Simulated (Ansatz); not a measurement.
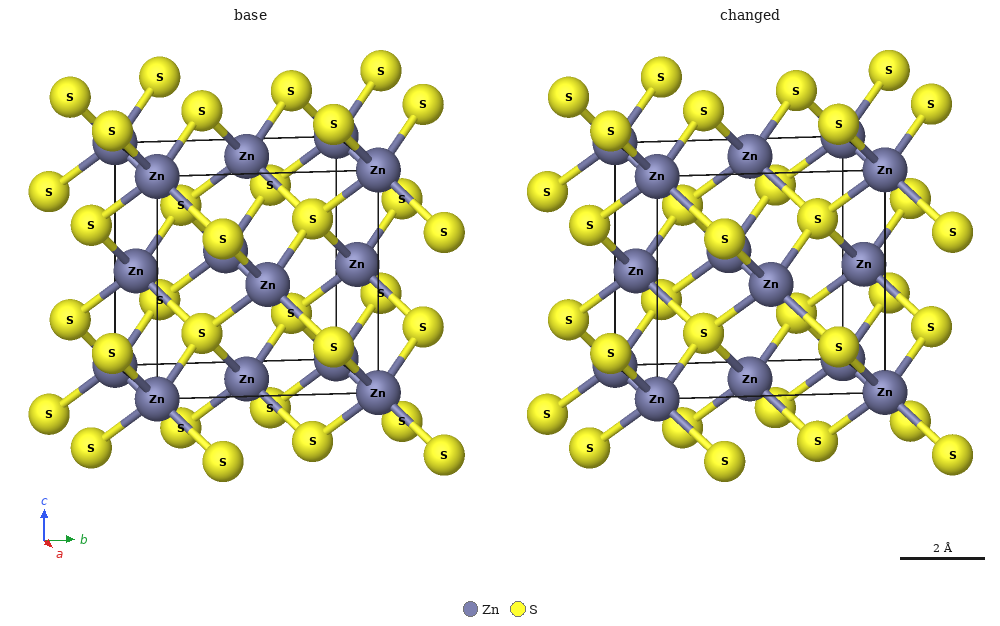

Left: crystalline ZnS (built on the zincblende type) at its r2SCAN-relaxed geometry. Right: the same structure after one change, at the same scale. Style: ball-and-stick. Shown: the conventional cell (4 times the calculation's cell), slightly off an axis. Lengths and directions refer to the drawn axes.

Theory: DFT, PBE, plane waves, PAW (Ansatz 0.2.0). Set-up: plane-wave cutoff 420 eV; k-point mesh 8 × 8 × 8; occupations fermi dirac; smearing width 0.02 eV; no spin polarisation.

### What was changed?

The cell is strained by +3.0 % along b and none across it (volume +3.0 %). The atoms were relaxed with r2SCAN under that strain, and this is a single point on that geometry.

### What does the change do?

Some distances before and after: S–Zn 2.333 → 2.357 Å. The space group (tolerance 0.01 Å) goes from F-43m (No. 216) to I-4m2 (No. 119). It lowers the energy by 2.7 meV per atom. Pressure: 2.3 GPa before, 0.1 GPa after. The principal stresses (compression positive) are −0.8 GPa along b and 0.5 GPa across it. All forces vanish by symmetry.
